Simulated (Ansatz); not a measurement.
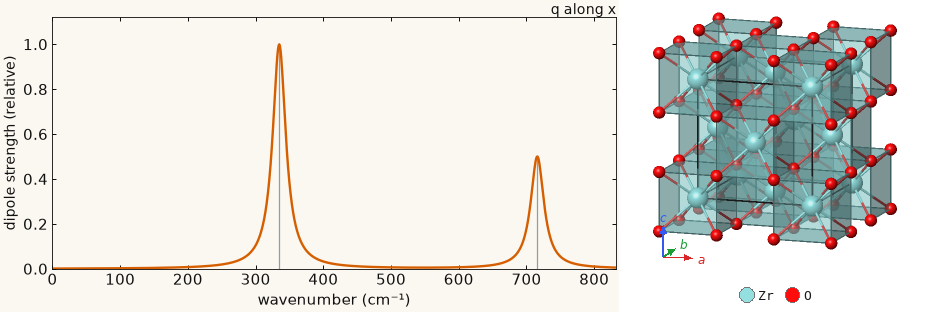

The picture above shows the polar optical modes, transverse and longitudinal, approaching the zone centre along x for ZrO₂, space group Fm-3m (No. 225). Lines are broadened by Lorentzians of 24 cm⁻¹ full width; the spectrum is scaled to its strongest line. The conventional cell is drawn beside the plot.

The given structure:
```
Zr O
1.0
     0.00000    2.46334    2.46334
     2.46334    0.00000    2.46334
     2.46334    2.46334    0.00000
Zr O
1 2
Direct
  0.00000 0.00000 0.00000
  0.25000 0.25000 0.25000
  0.75000 0.75000 0.75000
```

Calculation (Ansatz 0.2.0): optical phonons of an insulator on the approach to the zone centre along x, y and z with the field of polar modes, imaginary frequencies are negative, field response on a mesh refined by the program; plane waves with PAW datasets. Level: PBEsol, no spin polarisation.

wave cutoff 420 eV; k mesh 8×8×8; occupations fixed; pressure 25 GPa.

Which of the stronger lines are transverse and which longitudinal?

The transverse (TO, twofold) lines lie at 334.9 and the longitudinal (LO) ones at 716.0 cm⁻¹, the same along x, y and z by the cubic symmetry.

The computed values:

| at | frequency (cm⁻¹) | degeneracy | dipole strength ((D/Å)²/amu) |
| --- | --- | --- | --- |
| x | 334.9 | 2 | 64.9 |
| x | 639.5 | 3 | 0 |
| x | 716.0 | 1 | 32.4 |
